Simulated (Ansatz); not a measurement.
# Geometry relaxation, with input and output: LiF (part 3 of 3)

Continued. System: LiF (Fm-3m, 2 atoms in the cell). Method: DFT, PBE, plane waves, PAW, no spin polarisation (Ansatz 0.2.0); cutoff 120 eV, 10×10×10 k-mesh, Gaussian smearing of 0.02 eV. The structure was made by a generator, so it may or may not be a known phase. The run did not end well. The settings of this run were made unusual or wrong on purpose.

Geometry of the input (Å; fractional positions):
```
0.0000  2.0326  2.0326
2.0326  0.0000  2.0326
2.0326  2.0326  0.0000
Li 0.5000  0.5000  0.5000
F  0.0000  0.0000  0.0000
```

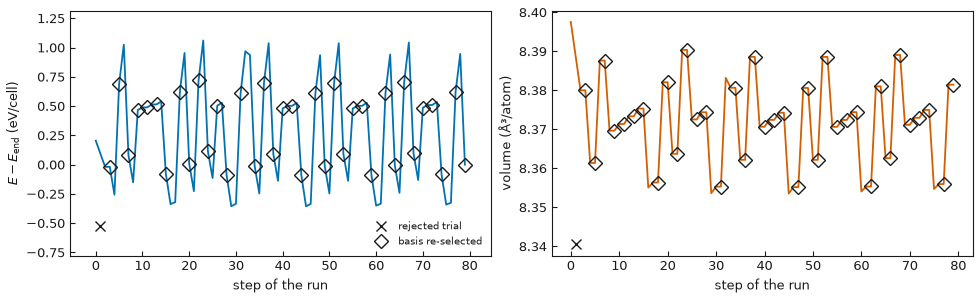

Fig. 1: Progress of the relaxation, step by step (the first geometry is step 0 here and step 1 in the log). The relaxation stopped without meeting its thresholds, so the last structure isn't shown to be converged. The atoms keep their places relative to the cell (all moves are under 0.005 Å). Cell: a = b = c 4.065 → 4.063 Å (−0.1 %). Volume −0.2 %. The space group stays Fm-3m (No. 225). Over 43 geometry steps the energy rises by 0.741 eV per cell of the calculation. All forces vanish by symmetry, so only the cell relaxes. The pressure goes from −1.48 to −1.56 GPa. The line search rejected the trial step at point 1 (counted from 0) and went back. The basis was re-selected 35 times at an unchanged geometry, which shifts the energy a little without any move. The energy change given includes the shifts at the re-selections in mid-walk, which come without any move. A last SCF at the same geometry on a re-selected plane-wave basis shifts the energy by −0.946 eV per cell of the calculation.

```
basis re-selected at this cell: Δ(F+E_penalty+E_count) = -9.464e-1 eV, ΔP = -1.543 GPa vs the last step (what re-selecting the basis moved, of the pressure what is left beyond the Pulay correction that the steps carried, after the strain that the cell walked since its last selection, with what the two solves' SCF thresholds leave and, on support functions, any second-order correction that the steps lacked; it is no measure of the basis error at this ecutwfc). This SCF's stress stands 1.56e0 GPa from its target on what of the cell is left free (relax.cell.stress_tol is 5.00e-2 GPa) and its largest allowed force component is 1.30e-30 eV/Å (relax.f_tol is 1.00e-2 eV/Å): not within both, so this SCF does not close the relaxation
Step failed. What follows is not a result of the run: it is the report of the last solve that finished, which converged after 8 SCF iterations.
Free energy (F): -949.691272 eV
Harris-Foulkes:  -949.691272 eV  (|F-HF|=2.27e-13)
Internal energy: -949.691272 eV  (E = F + TS)
E sigma→0 (E₀):  -949.691272 eV
Fermi energy:    5.679376 eV
--- Per-component energies (eV) ---
  E_band       = -139.483490
  E_kinetic    = 272.026852
  E_local      = -498.778362  (includes V_loc(G=0)·N_el)
  E_nonlocal   = -17.898393
  E_hartree    = 145.721756
  E_xc         = -109.374661
  E_vxc        = -140.744977  (∫ρ·V_xc dr)
  E_paw        = -189.019008  (= ΣΔE_a)
  E_vpaw       = -45.548434  (= ΣTr[D̂ρ^β])
  E_aug_tail   = 0.016310  (compensation charges beyond the density's cutoff)
  E_ewald      = -552.385766
  E_smearing   = -0.000000  (= −TS)
  E_closure    = 0.000000  (closes the sum)
  Σ components = -949.691272   (vs F -949.691272, Δ=0.00e0)
--- Forces (eV/Å), atoms counted from 1 ---
  atom   1  Li     0.00000000    -0.00000000     0.00000000
  atom   2  F     -0.00000000     0.00000000    -0.00000000
  max |Σ_I F_I| component: 2.14e-30 eV/Å
--- Stress (GPa, compression-positive) ---
       -1.562150      -0.000000      -0.000000
       -0.000000      -1.562150      -0.000000
       -0.000000      -0.000000      -1.562150
  P = ⅓ Tr σ = -1.5621 GPa (-15.621 kbar)
--- Band table (eV; the first three rows and the last of 47) ---
  k-point 0: bands = ["-41.5195", "-29.6796", "-2.2207", "-2.2207", "-2.2207", "9.7856", "25.6393", "25.6393", "25.6393"]
  k-point 1: bands = ["-41.4358", "-29.4772", "-2.1880", "-2.1880", "-1.4414", "10.2057", "23.1710", "24.4447", "24.4447"]
  k-point 2: bands = ["-41.4041", "-29.3839", "-2.0839", "-2.0839", "-1.8639", "10.6956", "20.8565", "22.9562", "22.9562"]
  k-point 46: bands = ["-40.8018", "-27.8126", "-1.7130", "-0.1580", "0.0151", "18.1544", "18.4270", "18.8958", "22.5395"]
End of that report.
this run last wrote the structure of step 80 to [file]
Error: variable-cell relaxation did not converge after 80 `relax_step` rows, as none of its last 36 fresh-basis SCF(s) at a relaxed cell met both thresholds with a finite energy. The last misses `relax.cell.stress_tol`: largest allowed force component 1.30e-30 eV/Å (`relax.f_tol` 1.00e-2 eV/Å), stress off the target on the free part of the cell 1.56e0 GPa (`relax.cell.stress_tol` 5.00e-2 GPa), F+E_penalty+E_count -949.69127177 eV. The closest is row 10, whose structure comes with this error. Larger ratio of force or stress to its threshold at each such SCF whose figures are numbers: 31.470, 44.637, 30.416, 2.902, 3.038, 3.171, 32.290, 43.195, 31.152, 45.231, 30.116, 3.121, 32.476, 42.857, 31.366, 44.848, 30.307, 2.984, 3.112, 32.499, 42.814, 31.374, 44.846, 30.308, 2.983, 3.111, 32.470, 42.867, 31.311, 44.953, 30.254, 3.024, 3.147, 32.360, 43.068, 31.243. The dense FFT grid had 12×12×12 points at the cell where the steps before the first such SCF started and at every such SCF. After the last such SCF `relax.max_steps` ran out. If the threshold ratios fall while the rows' cell is stable, continue in a new run from this error's structure with a larger `relax.max_steps`. Ratios that fall only as the cell collapses won't converge, and for ratios that don't fall see `relax.cell`. Where this run's directory can be resumed (`checkpoint.write`), a resume goes on for up to `relax.max_steps` more
  cell:  # Å, volume = 16.7393 Å³
    - [4.727868325022995e-32, 2.0303420879898773, 2.0303420879898773]
    - [2.0303420879898773, 3.138112250759571e-32, 2.0303420879898773]
    - [2.0303420879898773, 2.0303420879898773, 5.584527748053566e-32]
  atoms:
    - { symbol: Li, position: [0.5, 0.5, 0.5] }
    - { symbol: F, position: [-1.472746549289797e-48, 3.057702359477862e-48, -1.467136086244882e-47] }
```

## Trajectory as extended XYZ (Å, eV, eV/Å), 26 of the 80 frames kept, from step=1 to step=80
```
2
Lattice="0.0000 2.0326 2.0326 2.0326 0.0000 2.0326 2.0326 2.0326 0.0000" Properties=species:S:1:pos:R:3:forces:R:3 step=1 energy=-949.48620 pressure_GPa=-1.48
Li    2.0326    2.0326    2.0326    0.0000   0.0000   0.0000
F     0.0000    0.0000    0.0000    0.0000   0.0000   0.0000
2
Lattice="0.0000 2.0312 2.0312 2.0312 0.0000 2.0312 2.0312 2.0312 0.0000" Properties=species:S:1:pos:R:3:forces:R:3 step=4 energy=-949.70980 pressure_GPa=-1.57
Li    2.0312    2.0312    2.0312    0.0000   0.0000   0.0000
F     0.0000    0.0000    0.0000    0.0000   0.0000   0.0000
2
Lattice="0.0000 2.0318 2.0318 2.0318 0.0000 2.0318 2.0318 2.0318 0.0000" Properties=species:S:1:pos:R:3:forces:R:3 step=7 energy=-948.66573 pressure_GPa=0.00
Li    2.0318    2.0318    2.0318    0.0000   0.0000   0.0000
F     0.0000    0.0000    0.0000    0.0000   0.0000   0.0000
2
Lattice="0.0000 2.0303 2.0303 2.0303 0.0000 2.0303 2.0303 2.0303 0.0000" Properties=species:S:1:pos:R:3:forces:R:3 step=10 energy=-949.22391 pressure_GPa=0.15
Li    2.0303    2.0303    2.0303    0.0000   0.0000   0.0000
F     0.0000    0.0000    0.0000    0.0000   0.0000   0.0000
2
Lattice="0.0000 2.0306 2.0306 2.0306 0.0000 2.0306 2.0306 2.0306 0.0000" Properties=species:S:1:pos:R:3:forces:R:3 step=14 energy=-949.17669 pressure_GPa=0.16
Li    2.0306    2.0306    2.0306    0.0000   0.0000   0.0000
F     0.0000    0.0000    0.0000    0.0000   0.0000   0.0000
2
Lattice="0.0000 2.0292 2.0292 2.0292 0.0000 2.0292 2.0292 2.0292 0.0000" Properties=species:S:1:pos:R:3:forces:R:3 step=17 energy=-950.02813 pressure_GPa=0.11
Li    2.0292    2.0292    2.0292    0.0000   0.0000   0.0000
F     0.0000    0.0000    0.0000    0.0000   0.0000   0.0000
2
Lattice="0.0000 2.0313 2.0313 2.0313 0.0000 2.0313 2.0313 2.0313 0.0000" Properties=species:S:1:pos:R:3:forces:R:3 step=20 energy=-948.73700 pressure_GPa=-0.03
Li    2.0313    2.0313    2.0313    0.0000   0.0000   0.0000
F     0.0000    0.0000    0.0000    0.0000   0.0000   0.0000
2
Lattice="0.0000 2.0299 2.0299 2.0299 0.0000 2.0299 2.0299 2.0299 0.0000" Properties=species:S:1:pos:R:3:forces:R:3 step=23 energy=-948.97215 pressure_GPa=2.26
Li    2.0299    2.0299    2.0299    0.0000   0.0000   0.0000
F     0.0000    0.0000    0.0000    0.0000   0.0000   0.0000
2
Lattice="0.0000 2.0306 2.0306 2.0306 0.0000 2.0306 2.0306 2.0306 0.0000" Properties=species:S:1:pos:R:3:forces:R:3 step=26 energy=-949.80512 pressure_GPa=0.00
Li    2.0306    2.0306    2.0306    0.0000   0.0000   0.0000
F     0.0000    0.0000    0.0000    0.0000   0.0000   0.0000
2
Lattice="0.0000 2.0307 2.0307 2.0307 0.0000 2.0307 2.0307 2.0307 0.0000" Properties=species:S:1:pos:R:3:forces:R:3 step=29 energy=-949.78158 pressure_GPa=-1.62
Li    2.0307    2.0307    2.0307    0.0000   0.0000   0.0000
F     0.0000    0.0000    0.0000    0.0000   0.0000   0.0000
2
Lattice="0.0000 2.0314 2.0314 2.0314 0.0000 2.0314 2.0314 2.0314 0.0000" Properties=species:S:1:pos:R:3:forces:R:3 step=33 energy=-948.72275 pressure_GPa=-0.21
Li    2.0314    2.0314    2.0314    0.0000   0.0000   0.0000
F     0.0000    0.0000    0.0000    0.0000   0.0000   0.0000
2
Lattice="0.0000 2.0297 2.0297 2.0297 0.0000 2.0297 2.0297 2.0297 0.0000" Properties=species:S:1:pos:R:3:forces:R:3 step=36 energy=-949.93725 pressure_GPa=-0.00
Li    2.0297    2.0297    2.0297    0.0000   0.0000   0.0000
F     0.0000    0.0000    0.0000    0.0000   0.0000   0.0000
2
Lattice="0.0000 2.0319 2.0319 2.0319 0.0000 2.0319 2.0319 2.0319 0.0000" Properties=species:S:1:pos:R:3:forces:R:3 step=39 energy=-949.60035 pressure_GPa=-1.52
Li    2.0319    2.0319    2.0319    0.0000   0.0000   0.0000
F     0.0000    0.0000    0.0000    0.0000   0.0000   0.0000
2
Lattice="0.0000 2.0306 2.0306 2.0306 0.0000 2.0306 2.0306 2.0306 0.0000" Properties=species:S:1:pos:R:3:forces:R:3 step=42 energy=-949.18850 pressure_GPa=0.01
Li    2.0306    2.0306    2.0306    0.0000   0.0000   0.0000
F     0.0000    0.0000    0.0000    0.0000   0.0000   0.0000
2
Lattice="0.0000 2.0307 2.0307 2.0307 0.0000 2.0307 2.0307 2.0307 0.0000" Properties=species:S:1:pos:R:3:forces:R:3 step=45 energy=-949.78309 pressure_GPa=-1.62
Li    2.0307    2.0307    2.0307    0.0000   0.0000   0.0000
F     0.0000    0.0000    0.0000    0.0000   0.0000   0.0000
2
Lattice="0.0000 2.0292 2.0292 2.0292 0.0000 2.0292 2.0292 2.0292 0.0000" Properties=species:S:1:pos:R:3:forces:R:3 step=48 energy=-949.08181 pressure_GPa=2.14
Li    2.0292    2.0292    2.0292    0.0000   0.0000   0.0000
F     0.0000    0.0000    0.0000    0.0000   0.0000   0.0000
2
Lattice="0.0000 2.0297 2.0297 2.0297 0.0000 2.0297 2.0297 2.0297 0.0000" Properties=species:S:1:pos:R:3:forces:R:3 step=52 energy=-948.99217 pressure_GPa=2.24
Li    2.0297    2.0297    2.0297    0.0000   0.0000   0.0000
F     0.0000    0.0000    0.0000    0.0000   0.0000   0.0000
2
Lattice="0.0000 2.0304 2.0304 2.0304 0.0000 2.0304 2.0304 2.0304 0.0000" Properties=species:S:1:pos:R:3:forces:R:3 step=55 energy=-949.82929 pressure_GPa=-0.00
Li    2.0304    2.0304    2.0304    0.0000   0.0000   0.0000
F     0.0000    0.0000    0.0000    0.0000   0.0000   0.0000
2
Lattice="0.0000 2.0306 2.0306 2.0306 0.0000 2.0306 2.0306 2.0306 0.0000" Properties=species:S:1:pos:R:3:forces:R:3 step=58 energy=-949.18868 pressure_GPa=0.16
Li    2.0306    2.0306    2.0306    0.0000   0.0000   0.0000
F     0.0000    0.0000    0.0000    0.0000   0.0000   0.0000
2
Lattice="0.0000 2.0291 2.0291 2.0291 0.0000 2.0291 2.0291 2.0291 0.0000" Properties=species:S:1:pos:R:3:forces:R:3 step=61 energy=-950.04083 pressure_GPa=0.11
Li    2.0291    2.0291    2.0291    0.0000   0.0000   0.0000
F     0.0000    0.0000    0.0000    0.0000   0.0000   0.0000
2
Lattice="0.0000 2.0313 2.0313 2.0313 0.0000 2.0313 2.0313 2.0313 0.0000" Properties=species:S:1:pos:R:3:forces:R:3 step=64 energy=-948.75048 pressure_GPa=-0.04
Li    2.0313    2.0313    2.0313    0.0000   0.0000   0.0000
F     0.0000    0.0000    0.0000    0.0000   0.0000   0.0000
2
Lattice="0.0000 2.0298 2.0298 2.0298 0.0000 2.0298 2.0298 2.0298 0.0000" Properties=species:S:1:pos:R:3:forces:R:3 step=67 energy=-948.98670 pressure_GPa=2.25
Li    2.0298    2.0298    2.0298    0.0000   0.0000   0.0000
F     0.0000    0.0000    0.0000    0.0000   0.0000   0.0000
2
Lattice="0.0000 2.0305 2.0305 2.0305 0.0000 2.0305 2.0305 2.0305 0.0000" Properties=species:S:1:pos:R:3:forces:R:3 step=71 energy=-949.20458 pressure_GPa=0.15
Li    2.0305    2.0305    2.0305    0.0000   0.0000   0.0000
F     0.0000    0.0000    0.0000    0.0000   0.0000   0.0000
2
Lattice="0.0000 2.0308 2.0308 2.0308 0.0000 2.0308 2.0308 2.0308 0.0000" Properties=species:S:1:pos:R:3:forces:R:3 step=74 energy=-949.15579 pressure_GPa=-0.00
Li    2.0308    2.0308    2.0308    0.0000   0.0000   0.0000
F     0.0000    0.0000    0.0000    0.0000   0.0000   0.0000
2
Lattice="0.0000 2.0292 2.0292 2.0292 0.0000 2.0292 2.0292 2.0292 0.0000" Properties=species:S:1:pos:R:3:forces:R:3 step=77 energy=-950.01662 pressure_GPa=0.00
Li    2.0292    2.0292    2.0292    0.0000   0.0000   0.0000
F     0.0000    0.0000    0.0000    0.0000   0.0000   0.0000
2
Lattice="0.0000 2.0313 2.0313 2.0313 0.0000 2.0313 2.0313 2.0313 0.0000" Properties=species:S:1:pos:R:3:forces:R:3 step=80 energy=-949.69127 pressure_GPa=-1.56
Li    2.0313    2.0313    2.0313    0.0000   0.0000   0.0000
F     0.0000    0.0000    0.0000    0.0000   0.0000   0.0000
```

## What the run reported

- outcome: not converged
- space group (tolerance 0.01 Å): Fm-3m (225)
- final cell: a = 2.873 Å, b = 2.873 Å, c = 2.873 Å, α = 60.00°, β = 60.00°, γ = 60.00°
- hardware: 1 thread of Arm Neoverse V2, 24 GiB of memory available, shared host
- wall time: 23 s
- peak memory: 0.24 GiB

## Diagnosis

This input holds a deliberate fault: a cutoff far too low (`basis.ecutwfc`). The plane-wave basis is far from complete, so energies, forces and above all the stress are wrong. The run did not converge: “variable-cell relaxation did not converge after 80 `relax_step` rows, as none of its last 36 fresh-basis SCF(s) at a relaxed cell met both thresholds with a finite energy …” Its last values are not results. The program warns: the cutoff is below the recommended one.
